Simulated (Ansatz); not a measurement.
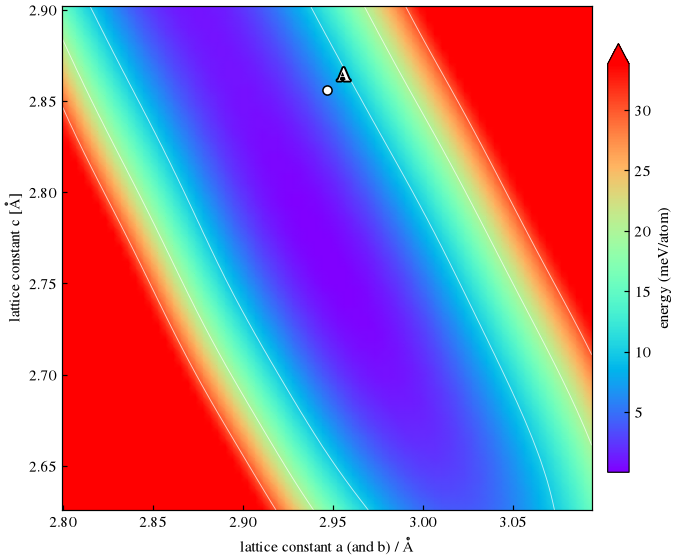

Cu (I4/mmm, No. 139; 1 atom in the cell). The energy is mapped over the lattice constants a and c of the conventional cell. First axis: lattice constant a (and b). Second axis: lattice constant c. Nothing is relaxed (symmetry fixes all fractional coordinates). The scan uses a 7 × 7 grid. Points are written as (first, second). Energies are in meV/atom, from the lowest grid point. Theory: DFT PBE, scalar-relativistic, plane waves, PAW in Ansatz 0.2.0. Settings: cutoff 520 eV, k-mesh 22×22×22, gaussian smearing 0.15 eV, no spin polarisation.

The picture shows a smooth colour map with a few white contour lines, one colour for all values above the top of the scale, the point A. Between grid points the surface is interpolated.

> Is A at rest? If not, where is it pushed?

A, at (2.947 Å, 2.856 Å), is not a stationary point. The computed force is 210 meV/atom for each Å towards smaller values of lattice constant a (and b) and 123 meV/atom for each Å towards smaller values of lattice constant c.

PAW datasets: the set soft_1.
